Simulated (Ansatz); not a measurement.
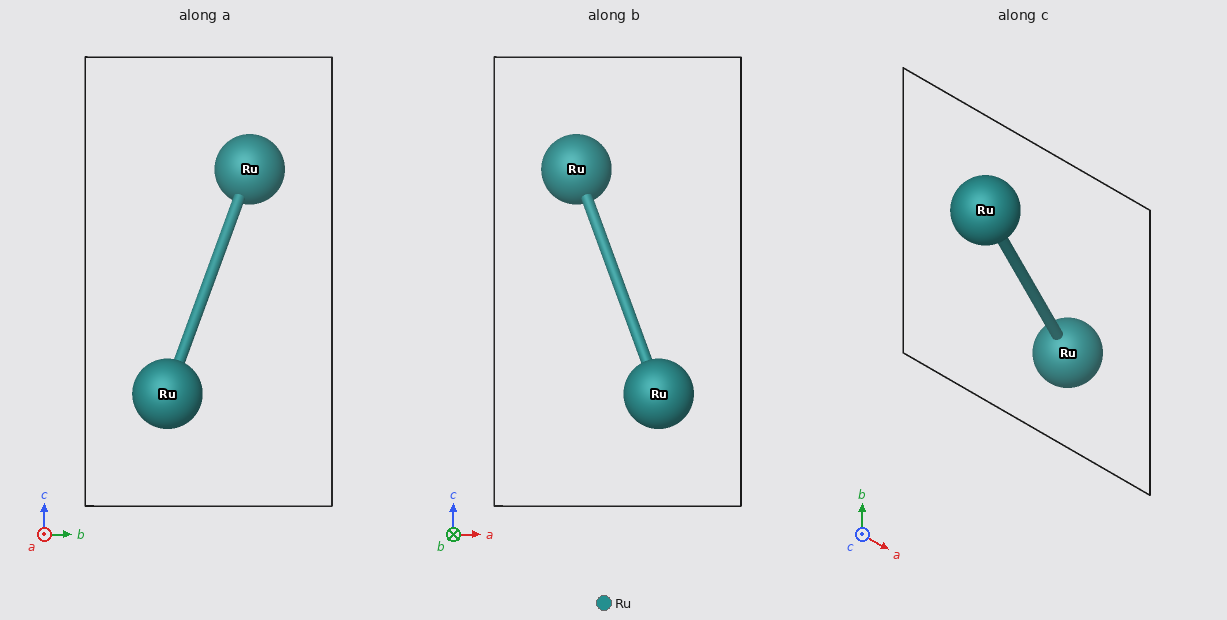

This ball-and-stick model is shown along the a axis, along the b axis and along the c axis. Lines trace the edges of the conventional unit cell.

Lattice parameters: a = 2.704 Å, b = 2.704 Å, c = 4.261 Å, α = 90.00°, β = 90.00°, γ = 120.00°. Put a along x and b in the xy plane.

Put the structure into a POSCAR file.

Answer.
```
Ru
1.0
     2.704    0.000    0.000
    -1.352    2.342    0.000
     0.000    0.000    4.261
Ru
2
Direct
  0.3333 0.6667 0.7500
  0.6667 0.3333 0.2500
```

The starting point was a structure type filled with this element by a generator (whether the element takes this form wasn't checked). Atoms and cell were optimised with Ansatz 0.2.0, DFT, r2SCAN, plane waves (500 eV) with PAW, scalar-relativistic.
